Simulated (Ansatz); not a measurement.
## Geometry relaxation, with input and output: WS2 (part 2 of 2)

WS2 (R3m, 3 atoms in the cell); DFT PBEsol, scalar-relativistic, plane waves, PAW (Ansatz 0.2.0); cutoff 420 eV, 12×12×12 k-mesh, Gaussian smearing of 0.02 eV. The structure derives from a Materials Project entry. The run did not end well. It belongs to a series of runs on one base structure; here: relaxed at -3 GPa.

Geometry of the input (Å; fractional positions):
```
1.5885  0.9171  6.4454
-1.5885  0.9171  6.4454
0.0000  -1.8343  6.4454
W  0.0007  0.0007  0.0007
S  0.4158  0.4158  0.4158
S  0.2522  0.2522  0.2522
```

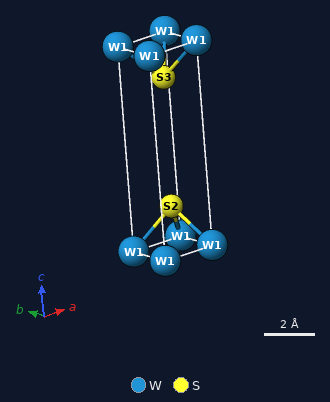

**Figure 1.** The geometry at step 6 of the log (ball-and-stick view of the reduced cell, seen slightly off an axis; atoms are numbered from 1 in the order of the input).

**Output, continued**
```
relax step  16: F+E_penalty+E_count = -12028.99774895 eV  Δ(F+E_penalty+E_count) = +1.562e-2 eV  max|allowed force component| = 9.074e-2 eV/Å  Δτ_max = 0.0319 Å  P = -2.132 GPa  Ω = 90.366 Å³  energy of the carried Pulay correction = -3.548e-3 eV  (7 SCF iters, dr2 threshold 3.00e-7 eV, accepted)
SCF 17 converged in 7 iterations: F = -12028.978106 eV  dr2 = 1.75e-8
relax step  17: F+E_penalty+E_count = -12028.97810615 eV  Δ(F+E_penalty+E_count) = +1.964e-2 eV  max|allowed force component| = 3.798e-3 eV/Å  Δτ_max = 0.0251 Å  P = -2.504 GPa  Ω = 92.838 Å³  energy of the carried Pulay correction = -4.069e-3 eV  (7 SCF iters, dr2 threshold 3.00e-7 eV, accepted)
SCF 18 converged in 8 iterations: F = -12028.911982 eV  dr2 = 1.31e-7
relax step  18: F+E_penalty+E_count = -12028.91198192 eV  Δ(F+E_penalty+E_count) = +6.612e-2 eV  max|allowed force component| = 1.753e-1 eV/Å  Δτ_max = 0.0366 Å  P = -2.939 GPa  Ω = 96.675 Å³  energy of the carried Pulay correction = -4.836e-3 eV  (8 SCF iters, dr2 threshold 3.00e-7 eV, accepted)
SCF 19 converged in 7 iterations: F = -12028.932328 eV  dr2 = 1.98e-8
relax step  19: F+E_penalty+E_count = -12028.93232825 eV  Δ(F+E_penalty+E_count) = -2.035e-2 eV  max|allowed force component| = 8.994e-2 eV/Å  Δτ_max = 0.0105 Å  P = -3.182 GPa  Ω = 95.731 Å³  energy of the carried Pulay correction = -4.651e-3 eV  (7 SCF iters, dr2 threshold 3.00e-7 eV, accepted)
SCF 20 converged in 7 iterations: F = -12028.958139 eV  dr2 = 3.44e-8
relax step  20: F+E_penalty+E_count = -12028.95813888 eV  Δ(F+E_penalty+E_count) = -2.581e-2 eV  max|allowed force component| = 7.228e-3 eV/Å  Δτ_max = 0.0133 Å  P = -2.785 GPa  Ω = 94.250 Å³  energy of the carried Pulay correction = -4.357e-3 eV  (7 SCF iters, dr2 threshold 3.00e-7 eV, rejected (line search))
SCF 21 converged in 10 iterations: F = -12028.934009 eV  dr2 = 1.20e-11
relax step  21: F+E_penalty+E_count = -12028.93400922 eV  Δ(F+E_penalty+E_count) = -1.681e-3 eV  max|allowed force component| = 7.914e-4 eV/Å  Δτ_max = 0.0008 Å  P = -2.988 GPa  Ω = 95.677 Å³  energy of the carried Pulay correction = -4.641e-3 eV  (10 SCF iters, accepted)
SCF 22 converged in 10 iterations: F = -12029.026072 eV  dr2 = 2.57e-12
relax step  22: F+E_penalty+E_count = -12029.02607185 eV  Δ(F+E_penalty+E_count) = -9.206e-2 eV  max|allowed force component| = 1.436e-2 eV/Å  Δτ_max = 0.0000 Å  P = -1.895 GPa  Ω = 95.677 Å³  stress off target by 2.92e0 GPa  SCF on the basis re-selected at this cell (its energy is not comparable with the rows above)  (10 SCF iters)
SCF 23 converged in 6 iterations: F = -12029.023077 eV  dr2 = 2.29e-8
relax step  23: F+E_penalty+E_count = -12029.02307671 eV  Δ(F+E_penalty+E_count) = +2.995e-3 eV  max|allowed force component| = 6.040e-3 eV/Å  Δτ_max = 0.0141 Å  P = -1.926 GPa  Ω = 97.237 Å³  energy of the carried Pulay correction = -1.411e-4 eV  (6 SCF iters, dr2 threshold 3.00e-7 eV, accepted)
SCF 24 converged in 7 iterations: F = -12029.019884 eV  dr2 = 2.28e-7
relax step  24: F+E_penalty+E_count = -12029.01988395 eV  Δ(F+E_penalty+E_count) = +3.193e-3 eV  max|allowed force component| = 1.144e-3 eV/Å  Δτ_max = 0.0198 Å  P = -1.945 GPa  Ω = 99.482 Å³  energy of the carried Pulay correction = -3.714e-4 eV  (7 SCF iters, dr2 threshold 3.00e-7 eV, accepted)
SCF 25 converged in 7 iterations: F = -12029.016869 eV  dr2 = 2.42e-8
relax step  25: F+E_penalty+E_count = -12029.01686920 eV  Δ(F+E_penalty+E_count) = +3.015e-3 eV  max|allowed force component| = 5.524e-2 eV/Å  Δτ_max = 0.0261 Å  P = -1.805 GPa  Ω = 102.398 Å³  energy of the carried Pulay correction = -7.235e-4 eV  (7 SCF iters, dr2 threshold 3.00e-7 eV, accepted)
SCF 26 converged in 7 iterations: F = -12029.013101 eV  dr2 = 6.65e-8
relax step  26: F+E_penalty+E_count = -12029.01310051 eV  Δ(F+E_penalty+E_count) = +3.769e-3 eV  max|allowed force component| = 4.952e-3 eV/Å  Δτ_max = 0.0222 Å  P = -1.973 GPa  Ω = 105.383 Å³  energy of the carried Pulay correction = -1.154e-3 eV  (7 SCF iters, dr2 threshold 3.00e-7 eV, accepted)
SCF 27 converged in 7 iterations: F = -12029.009958 eV  dr2 = 2.03e-8
relax step  27: F+E_penalty+E_count = -12029.00995767 eV  Δ(F+E_penalty+E_count) = +3.143e-3 eV  max|allowed force component| = 3.025e-2 eV/Å  Δτ_max = 0.0229 Å  P = -1.911 GPa  Ω = 108.309 Å³  energy of the carried Pulay correction = -1.653e-3 eV  (7 SCF iters, dr2 threshold 3.00e-7 eV, accepted)
Crystal: 3 atoms, lattice volume = 111.277 Å³
Basis set: ecut = 420 eV, 2189 PW (Γ), FFT grids on a1−a3, a2−a3, a3, exchange–correlation on 48×48×150 points (8 copies of the dense FFT grid, shifted against one another)
iter 1 solved again at ethr=1.77e-5 eV; its pass at ethr=3.10e-3 eV (dr2=4.60e-3 eV) is discarded
SCF iter   1: F=—  HF=-12029.006071 eV  |F-HF|=—  |Δ(HF+E_count)|=         —  Δρ=2.24e-3  dr2=4.46e-3  ethr=1.77e-5  ⟨swp⟩=2.9  Hψ=25281  notcnv=0
preconditioner: auto → none  [insulator: Δε(μ)=1.482 eV  Ē_g=8.664 eV  σ=0.020 eV  W_gap=1.00  n_scr=8 (ndim 8)  ℏωp=14.9 eV  f_vac=0.491  D(μ)=0.00/eV (n_scr^D=0)  ε∞_Penn≈4.0]
SCF iter   2: F=—  HF=-12029.005046 eV  |F-HF|=—  |Δ(HF+E_count)|=   1.03e-3  Δρ=9.68e-4  dr2=6.88e-4  ethr=1.72e-5  ⟨swp⟩=2.0  Hψ=5306  notcnv=0
SCF iter   3: F=—  HF=-12029.005096 eV  |F-HF|=—  |Δ(HF+E_count)|=   5.00e-5  Δρ=5.39e-4  dr2=7.89e-4  ethr=2.64e-6  ⟨swp⟩=2.0  Hψ=4592  notcnv=0
SCF iter   4: F=—  HF=-12029.005032 eV  |F-HF|=—  |Δ(HF+E_count)|=   6.41e-5  Δρ=3.79e-4  dr2=3.57e-4  ethr=2.64e-6  ⟨swp⟩=2.0  Hψ=4517  notcnv=0
SCF iter   5: F=—  HF=-12029.004987 eV  |F-HF|=—  |Δ(HF+E_count)|=   4.46e-5  Δρ=1.42e-4  dr2=4.59e-5  ethr=1.37e-6  ⟨swp⟩=1.2  Hψ=3307  notcnv=0
SCF iter   6: F=—  HF=-12029.004915 eV  |F-HF|=—  |Δ(HF+E_count)|=   7.16e-5  Δρ=2.68e-5  dr2=2.04e-6  ethr=1.76e-7  ⟨swp⟩=2.0  Hψ=4632  notcnv=0
SCF iter   7: F=-12029.004915 eV  HF=-12029.004915 eV  |F-HF|=1.28e-7  |Δ(HF+E_count)|=   1.89e-7  Δρ=8.21e-6  dr2=1.74e-7  ethr=1.15e-9  ⟨swp⟩=6.1  Hψ=18108  notcnv=0
SCF 28 converged in 7 iterations: F = -12029.004915 eV  dr2 = 1.74e-7
relax step  28: F+E_penalty+E_count = -12029.00491501 eV  Δ(F+E_penalty+E_count) = +5.043e-3 eV  max|allowed force component| = 2.081e-2 eV/Å  Δτ_max = 0.0209 Å  P = -1.978 GPa  Ω = 111.277 Å³  energy of the carried Pulay correction = -2.204e-3 eV  (7 SCF iters, dr2 threshold 3.00e-7 eV, accepted)
Crystal: 3 atoms, lattice volume = 114.170 Å³
Basis set: ecut = 420 eV, 2269 PW (Γ), FFT grids on a1−a3, a2−a3, a3, exchange–correlation on 48×48×150 points (8 copies of the dense FFT grid, shifted against one another)
iter 1 solved again at ethr=1.51e-5 eV; its pass at ethr=3.10e-3 eV (dr2=3.92e-3 eV) is discarded
SCF iter   1: F=—  HF=-12028.999324 eV  |F-HF|=—  |Δ(HF+E_count)|=         —  Δρ=2.02e-3  dr2=3.76e-3  ethr=1.51e-5  ⟨swp⟩=2.9  Hψ=25446  notcnv=0
preconditioner: auto → none  [insulator: Δε(μ)=1.498 eV  Ē_g=8.648 eV  σ=0.020 eV  W_gap=1.00  n_scr=8 (ndim 8)  ℏωp=14.7 eV  f_vac=0.503  D(μ)=0.00/eV (n_scr^D=0)  ε∞_Penn≈3.9]
SCF iter   2: F=—  HF=-12028.998498 eV  |F-HF|=—  |Δ(HF+E_count)|=   8.26e-4  Δρ=8.87e-4  dr2=6.90e-4  ethr=1.45e-5  ⟨swp⟩=2.0  Hψ=5304  notcnv=0
SCF iter   3: F=—  HF=-12028.998595 eV  |F-HF|=—  |Δ(HF+E_count)|=   9.69e-5  Δρ=5.79e-4  dr2=1.08e-3  ethr=2.65e-6  ⟨swp⟩=2.0  Hψ=4567  notcnv=0
SCF iter   4: F=—  HF=-12028.998455 eV  |F-HF|=—  |Δ(HF+E_count)|=   1.40e-4  Δρ=3.14e-4  dr2=1.93e-4  ethr=2.65e-6  ⟨swp⟩=2.1  Hψ=4595  notcnv=0
SCF iter   5: F=—  HF=-12028.998822 eV  |F-HF|=—  |Δ(HF+E_count)|=   3.67e-4  Δρ=8.95e-5  dr2=1.53e-5  ethr=7.43e-7  ⟨swp⟩=2.2  Hψ=4605  notcnv=0
SCF iter   6: F=—  HF=-12028.998823 eV  |F-HF|=—  |Δ(HF+E_count)|=   6.11e-7  Δρ=4.53e-5  dr2=1.43e-5  ethr=5.88e-8  ⟨swp⟩=2.3  Hψ=4504  notcnv=0
SCF iter   7: F=—  HF=-12028.998821 eV  |F-HF|=—  |Δ(HF+E_count)|=   1.74e-6  Δρ=1.19e-5  dr2=5.40e-7  ethr=5.50e-8  ⟨swp⟩=1.9  Hψ=3548  notcnv=0
```

**Trajectory as extended XYZ (Å, eV, eV/Å), 21 of the 28 frames kept, from step=1 to step=28**
```
3
Lattice="1.5885 0.9171 6.4454 -1.5885 0.9171 6.4454 0.0000 -1.8343 6.4454" Properties=species:S:1:pos:R:3:forces:R:3 step=1 energy=-12029.05455 pressure_GPa=-4.36
W     0.0000    0.0000    0.0130    0.0000   0.0000  -0.0002
S     0.0000    0.0000    8.0402    0.0000   0.0000  -0.4934
S     0.0000    0.0000    4.8769    0.0000   0.0000   0.4934
3
Lattice="1.6013 0.9245 6.7620 -1.6013 0.9245 6.7620 0.0000 -1.8490 6.7620" Properties=species:S:1:pos:R:3:forces:R:3 step=2 energy=-12029.02852 pressure_GPa=-1.02
W     0.0000    0.0000    0.0136    0.0000   0.0000   0.0048
S     0.0000    0.0000    8.3007    0.0000   0.0000   0.4657
S     0.0000    0.0000    5.2509    0.0000   0.0000  -0.4706
3
Lattice="1.5921 0.9192 7.3879 -1.5921 0.9192 7.3879 0.0000 -1.8384 7.3879" Properties=species:S:1:pos:R:3:forces:R:3 step=4 energy=-12029.04231 pressure_GPa=-2.23
W     0.0000    0.0000    0.0150    0.0000   0.0000  -0.0002
S     0.0000    0.0000    8.9576    0.0000   0.0000  -0.0242
S     0.0000    0.0000    5.8482    0.0000   0.0000   0.0244
3
Lattice="1.5933 0.9199 7.7101 -1.5933 0.9199 7.7101 0.0000 -1.8398 7.7101" Properties=species:S:1:pos:R:3:forces:R:3 step=5 energy=-12029.02932 pressure_GPa=-2.10
W     0.0000    0.0000    0.0157    0.0000   0.0000  -0.0012
S     0.0000    0.0000    9.2759    0.0000   0.0000   0.0514
S     0.0000    0.0000    6.1757    0.0000   0.0000  -0.0501
3
Lattice="1.5925 0.9194 8.0236 -1.5925 0.9194 8.0236 0.0000 -1.8388 8.0236" Properties=species:S:1:pos:R:3:forces:R:3 step=6 energy=-12029.00869 pressure_GPa=-2.53
W     0.0000    0.0000    0.0163    0.0000   0.0000   0.0001
S     0.0000    0.0000    9.5934    0.0000   0.0000  -0.0011
S     0.0000    0.0000    6.4865    0.0000   0.0000   0.0010
3
Lattice="1.5935 0.9200 8.2554 -1.5935 0.9200 8.2554 0.0000 -1.8400 8.2554" Properties=species:S:1:pos:R:3:forces:R:3 step=8 energy=-12028.97721 pressure_GPa=-2.96
W     0.0000    0.0000    0.0168    0.0000   0.0000   0.0002
S     0.0000    0.0000    9.8245    0.0000   0.0000   0.0094
S     0.0000    0.0000    6.7199    0.0000   0.0000  -0.0097
3
Lattice="1.5927 0.9196 8.2689 -1.5927 0.9196 8.2689 0.0000 -1.8391 8.2689" Properties=species:S:1:pos:R:3:forces:R:3 step=9 energy=-12028.97634 pressure_GPa=-2.97
W     0.0000    0.0000    0.0168    0.0000   0.0000   0.0000
S     0.0000    0.0000    9.8393    0.0000   0.0000  -0.0041
S     0.0000    0.0000    6.7322    0.0000   0.0000   0.0042
3
Lattice="1.5927 0.9196 8.2689 -1.5927 0.9196 8.2689 0.0000 -1.8391 8.2689" Properties=species:S:1:pos:R:3:forces:R:3 step=10 energy=-12029.04108 pressure_GPa=-1.89
W     0.0000    0.0000    0.0168    0.0000   0.0000  -0.0001
S     0.0000    0.0000    9.8393    0.0000   0.0000  -0.0186
S     0.0000    0.0000    6.7322    0.0000   0.0000   0.0187
3
Lattice="1.5961 0.9215 8.9054 -1.5961 0.9215 8.9054 0.0000 -1.8431 8.9054" Properties=species:S:1:pos:R:3:forces:R:3 step=12 energy=-12029.02812 pressure_GPa=-0.76
W     0.0000    0.0000    0.0180    0.0000   0.0000   0.0054
S     0.0000    0.0000   10.4578    0.0000   0.0000   0.3270
S     0.0000    0.0000    7.3894    0.0000   0.0000  -0.3324
3
Lattice="1.6055 0.9269 9.2198 -1.6055 0.9269 9.2198 0.0000 -1.8539 9.2198" Properties=species:S:1:pos:R:3:forces:R:3 step=13 energy=-12029.00365 pressure_GPa=-3.95
W     0.0000    0.0000    0.0188    0.0000   0.0000  -0.0040
S     0.0000    0.0000   10.8023    0.0000   0.0000  -0.3923
S     0.0000    0.0000    7.6747    0.0000   0.0000   0.3960
3
Lattice="1.6001 0.9238 9.8584 -1.6001 0.9238 9.8584 0.0000 -1.8477 9.8584" Properties=species:S:1:pos:R:3:forces:R:3 step=15 energy=-12029.01337 pressure_GPa=-1.92
W     0.0000    0.0000    0.0201    0.0000   0.0000  -0.0004
S     0.0000    0.0000   11.4213    0.0000   0.0000   0.0964
S     0.0000    0.0000    8.3357    0.0000   0.0000  -0.0960
3
Lattice="1.6007 0.9242 10.1807 -1.6007 0.9242 10.1807 0.0000 -1.8484 10.1807" Properties=species:S:1:pos:R:3:forces:R:3 step=16 energy=-12028.99775 pressure_GPa=-2.13
W     0.0000    0.0000    0.0207    0.0000   0.0000  -0.0005
S     0.0000    0.0000   11.7443    0.0000   0.0000   0.0907
S     0.0000    0.0000    8.6585    0.0000   0.0000  -0.0904
3
Lattice="1.5980 0.9226 10.4949 -1.5980 0.9226 10.4949 0.0000 -1.8452 10.4949" Properties=species:S:1:pos:R:3:forces:R:3 step=17 energy=-12028.97811 pressure_GPa=-2.50
W     0.0000    0.0000    0.0213    0.0000   0.0000   0.0005
S     0.0000    0.0000   12.0658    0.0000   0.0000  -0.0038
S     0.0000    0.0000    8.9666    0.0000   0.0000   0.0033
3
Lattice="1.5981 0.9227 10.8209 -1.5981 0.9227 10.8209 0.0000 -1.8453 10.8209" Properties=species:S:1:pos:R:3:forces:R:3 step=19 energy=-12028.93233 pressure_GPa=-3.18
W     0.0000    0.0000    0.0220    0.0000   0.0000  -0.0010
S     0.0000    0.0000   12.3969    0.0000   0.0000  -0.0890
S     0.0000    0.0000    9.2889    0.0000   0.0000   0.0899
3
Lattice="1.5998 0.9236 10.6311 -1.5998 0.9236 10.6311 0.0000 -1.8472 10.6311" Properties=species:S:1:pos:R:3:forces:R:3 step=20 energy=-12028.95814 pressure_GPa=-2.79 accepted=F
W     0.0000    0.0000    0.0216    0.0000   0.0000   0.0000
S     0.0000    0.0000   12.2013    0.0000   0.0000  -0.0072
S     0.0000    0.0000    9.1040    0.0000   0.0000   0.0072
3
Lattice="1.6000 0.9237 10.7893 -1.6000 0.9237 10.7893 0.0000 -1.8475 10.7893" Properties=species:S:1:pos:R:3:forces:R:3 step=21 energy=-12028.93401 pressure_GPa=-2.99
W     0.0000    0.0000    0.0219    0.0000   0.0000  -0.0001
S     0.0000    0.0000   12.3593    0.0000   0.0000   0.0008
S     0.0000    0.0000    9.2631    0.0000   0.0000  -0.0007
3
Lattice="1.6013 0.9245 10.9468 -1.6013 0.9245 10.9468 0.0000 -1.8490 10.9468" Properties=species:S:1:pos:R:3:forces:R:3 step=23 energy=-12029.02308 pressure_GPa=-1.93
W     0.0000    0.0000    0.0223    0.0000   0.0000  -0.0003
S     0.0000    0.0000   12.5158    0.0000   0.0000  -0.0057
S     0.0000    0.0000    9.4222    0.0000   0.0000   0.0060
3
Lattice="1.6026 0.9253 11.1809 -1.6026 0.9253 11.1809 0.0000 -1.8506 11.1809" Properties=species:S:1:pos:R:3:forces:R:3 step=24 energy=-12029.01988 pressure_GPa=-1.95
W     0.0000    0.0000    0.0227    0.0000   0.0000  -0.0004
S     0.0000    0.0000   12.7492    0.0000   0.0000   0.0011
S     0.0000    0.0000    9.6581    0.0000   0.0000  -0.0009
3
Lattice="1.6037 0.9259 11.4934 -1.6037 0.9259 11.4934 0.0000 -1.8518 11.4934" Properties=species:S:1:pos:R:3:forces:R:3 step=25 energy=-12029.01687 pressure_GPa=-1.80
W     0.0000    0.0000    0.0234    0.0000   0.0000   0.0002
S     0.0000    0.0000   13.0589    0.0000   0.0000   0.0550
S     0.0000    0.0000    9.9747    0.0000   0.0000  -0.0552
3
Lattice="1.6058 0.9271 12.1251 -1.6058 0.9271 12.1251 0.0000 -1.8542 12.1251" Properties=species:S:1:pos:R:3:forces:R:3 step=27 energy=-12029.00996 pressure_GPa=-1.91
W     0.0000    0.0000    0.0247    0.0000   0.0000  -0.0002
S     0.0000    0.0000   13.6916    0.0000   0.0000   0.0303
S     0.0000    0.0000   10.6078    0.0000   0.0000  -0.0300
3
Lattice="1.6068 0.9277 12.4414 -1.6068 0.9277 12.4414 0.0000 -1.8554 12.4414" Properties=species:S:1:pos:R:3:forces:R:3 step=28 energy=-12029.00491 pressure_GPa=-1.98
W     0.0000    0.0000    0.0253    0.0000   0.0000   0.0002
S     0.0000    0.0000   14.0084    0.0000   0.0000   0.0207
S     0.0000    0.0000   10.9250    0.0000   0.0000  -0.0207
```

**Outcome**

- outcome: stopped at the time limit
- space group (tolerance 0.01 Å): R3m (160)
- final cell: a = 12.579 Å, b = 12.579 Å, c = 12.579 Å, α = 14.68°, β = 14.68°, γ = 14.68°
- hardware: 1 thread of Arm Neoverse V1, 24 GiB of memory available, shared host
- wall time: 16 min
- peak memory: 0.62 GiB

**Diagnosis**

The run was cut off by its time limit, so the output is incomplete.
